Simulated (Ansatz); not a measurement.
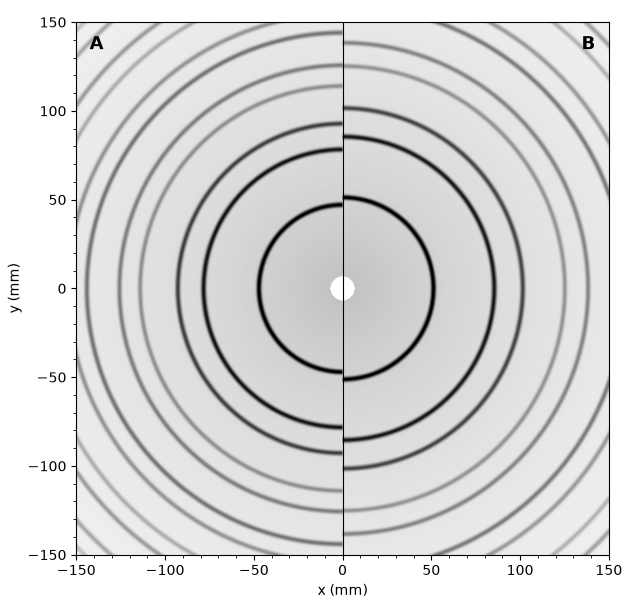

Simulated X-ray powder rings on a flat area detector normal to the beam: λ = 0.5594 Å, sample-to-detector distance 280 mm, axes in mm from the beam centre, for a fine-grained powder without texture. Kinematic intensities with B = 0.5 Å² for all atoms, without absorption; brightness goes as intensity to the power 0.4, clipped at the top. Reflections closer than the ring width show as one ring. The left and right halves show two different samples, each scaled to its strongest ring.

Both are Ti in Fd-3m, with cells of different size. Origins: A, the end point of a relaxation with DFT, RPBE, plane waves (420 eV) with PAW, scalar-relativistic in Ansatz; the starting structure was generated, so it need not be a known form of this composition; B, the geometry relaxed with DFT, LDA (PW92), plane waves (420 eV) with PAW, scalar-relativistic in Ansatz; the starting structure was generated, so it need not be a known form of this composition.

Which half has the larger cell, and by how much?

Answer. Half A: the volume of B is 22.0 % smaller than that of A, and a larger cell draws the rings inwards on average.
A: a = 5.823 Å, b = 5.823 Å, c = 5.823 Å, α = 90.00°, β = 90.00°, γ = 90.00°; 111 at 47.1 mm (d = 3.36 Å), 220 at 78.3 mm (d = 2.06 Å), 311 at 92.8 mm (d = 1.756 Å), 400 at 114.0 mm (d = 1.456 Å).
B: a = 5.361 Å, b = 5.361 Å, c = 5.361 Å, α = 90.00°, β = 90.00°, γ = 90.00°; 111 at 51.2 mm (d = 3.10 Å), 220 at 85.5 mm (d = 1.895 Å), 311 at 101.5 mm (d = 1.616 Å), 400 at 125.2 mm (d = 1.340 Å).
